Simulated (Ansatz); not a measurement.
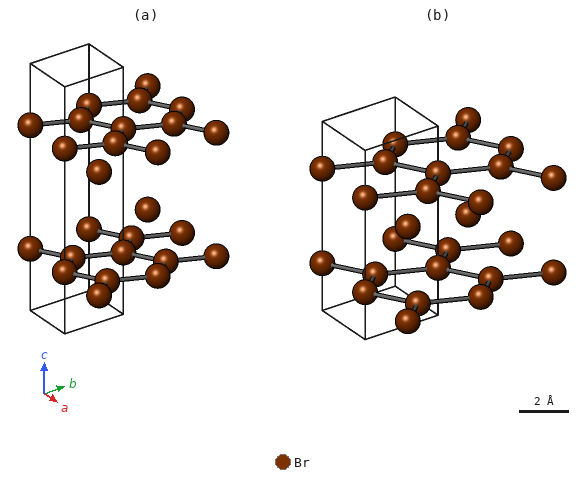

The structure of a crystal of Br (built on the graphite_194 type) (coarse preliminary run) before (left) and after (right) a relaxation, at one scale.

The picture is a ball-and-stick view of the cell of the calculation, repeated 2 × 2 × 1 with one cell outlined, seen slightly off an axis.

Case: graphite type (P6_3/mmc, No. 194).

Theory: DFT PBEsol, scalar-relativistic, plane waves, PAW (Ansatz 0.2.0). (plane-wave cutoff 420 eV; k-point mesh 6 × 6 × 2; occupations gaussian; smearing width 0.1 eV; no spin polarisation; cell and atoms relaxed; force threshold 0.04 eV/Å; at most 70 steps)

Q: What changed between the two?

A: The atoms keep their places relative to the cell (all moves are under 0.005 Å). The drawn cell changes as follows: a = b 3.869 → 4.809 Å (+24.3 %), c 10.537 → 8.069 Å (−23.4 %); the volume changes by +18.3 %. Among the contacts that change: Br–Br 2.234 → 2.777 Å. The space group stays P6_3/mmc (No. 194). After 10 accepted moves (12 points after the start) the energy has fallen by 1903 meV per atom. All forces vanish by symmetry, so only the cell relaxes. Pressure: 34.33 GPa at the start and 0.12 GPa at the end. The SCF was repeated twice at an unchanged geometry on a basis and grid sized afresh for the cell, which shifted the energy by 21.3 meV per atom at most. The run took about 20 core-seconds on a shared host.
